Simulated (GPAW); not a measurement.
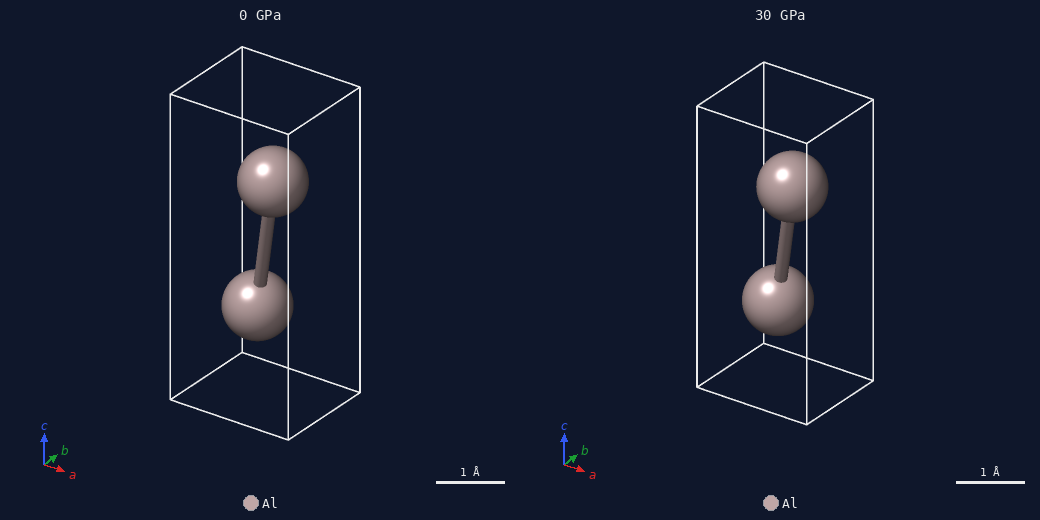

Al, hexagonal close-packed (Mg type), space group P6₃/mmc (No. 194), relaxed (cell and atoms) under a series of hydrostatic pressures; the conventional cell is drawn at the lowest and the highest, to one scale (sticks follow a distance rule). The start was a structure listed in the Materials Project. This isn't the form of Al at room conditions, which is fcc.

Alike in all runs: GPAW 26.7.0; functional PBEsol; potentials PAW data sets generated in the run's folder for this functional; cutoff 600 eV; k mesh 11 × 11 × 6 on the run's cell of 2 atoms; occupations fermi-dirac, width 0.05 eV; no spin polarisation; no spin-orbit coupling.

| pressure (GPa) | volume (Å³/atom) | a (Å) | c (Å) |
| --- | --- | --- | --- |
| 0.0 | 16.340 | 2.835 | 4.694 |
| 2.0 | 15.967 | 2.815 | 4.653 |
| 5.0 | ? | ? | ? |
| 9.8 | 14.820 | 2.747 | 4.537 |
| 20.0 | 13.766 | 2.683 | 4.417 |
| 30.0 | 12.994 | 2.636 | 4.319 |

What equation of state do the given rows imply, and what volume does it predict for the missing row?

The fit gives V0 = 16.34 Å³/atom, B0 = 82 GPa and B0′ = 4.0, which puts the volume at 5.0 GPa at 15.48 Å³/atom. The run gave volume 15.477 Å³/atom; a 2.786 Å; c 4.605 Å.

Which axis yields most up to 30 GPa?

The axes shrink nearly alike: a −7.0 %, c −8.0 %, against −20.5 % in volume.

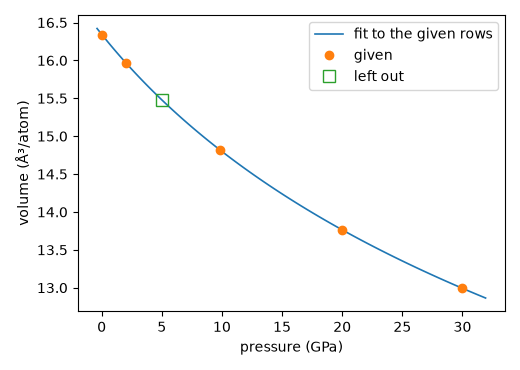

Volume against pressure, with the fit. The structure was kept in its own symmetry, so a change to another phase within this range wouldn't be seen.

Caveat: later steps reuse the first step's grids.
